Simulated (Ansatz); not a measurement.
TiAl$_{3}$

Input file:

```
crystal:
  lattice:
    - [-1.9077740735, 1.9077740735, 4.276996808]
    - [1.9077740735, -1.9077740735, 4.276996808]
    - [1.9077740735, 1.9077740735, -4.276996808]
  atoms:
    - { symbol: Ti, position: [0.0160951169, 0.0160951169, 0.0321902339] }
    - { symbol: Al, position: [0.5159236093, 0.5159236093, 0.0318472187] }
    - { symbol: Al, position: [0.7277613044, 0.2277613044, 0.4555226088] }
    - { symbol: Al, position: [0.2277613044, 0.7277613044, 0.4555226088] }
basis:
  ecutwfc: 420
kpoints:
  mp_grid: { grid: [18, 18, 18] }
hamiltonian:
  xc: pbesol
scf:
  occupations: { method: gaussian, width: 0.15 }
output:
  forces: true
  stress: true
  eigenvalues: true
  write_density: true
  write_potential: true
  elf: true
  volumetric_format: npy
```

Run with:

```sh
ansatz run input.yaml --threads 2 --pin off --max-ram 5120MiB --backend cpu --events-out ev --progress --plain --runs-dir out
```

Below, planes, directions and counts refer to the conventional cell (a = 5.40 Å, b = 8.55 Å, c = 5.40 Å, α = 90.00°, β = 90.00°, γ = 90.00°).

Space group Fmm2; a structure from a database of computed crystals, not necessarily the ambient phase; not relaxed (largest force 0.8 eV/Å); computed without spin polarisation.

These are results of DFT PBEsol, scalar-relativistic, plane waves, PAW (Ansatz), not measurements.

> Predict the valence pseudo-density and electron localisation function between the atoms.

Ti–Al (2.70 Å): ρ is about 0.24 e/Å³ halfway; the ELF is about 0.40 at the midpoint.
Al–Al (2.70 Å): ρ at the midpoint is about 0.23 e/Å³; the ELF peaks at about 0.70 between the atoms.
Ti–Al (2.77 Å): ρ at the midpoint is about 0.23 e/Å³; the ELF is about 0.40 at the midpoint.
Al–Al (2.77 Å): ρ is about 0.22 e/Å³ halfway; the ELF peaks at about 0.65 between the atoms.

> Metal or insulator at this level of theory?

It is metallic or semimetallic at this level of theory: no gap opens.

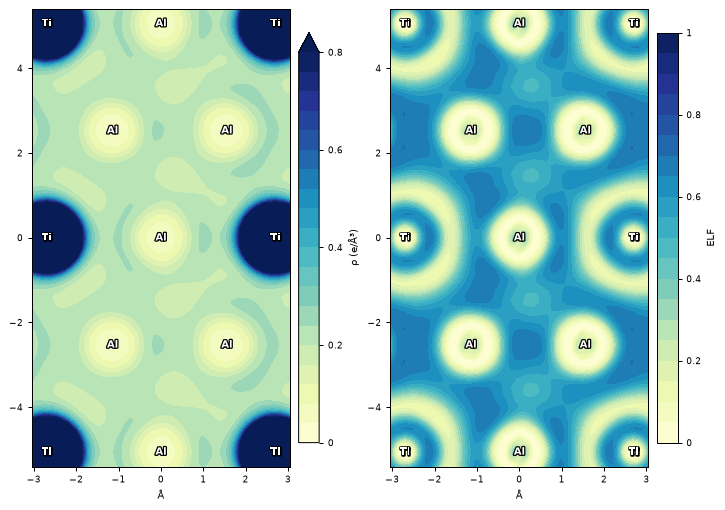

Computed valence pseudo-density and electron localisation function on the (11̄0) plane of the conventional cell, in this order. 

In a PAW calculation such maps are meaningful between the atoms, not at the nuclei.
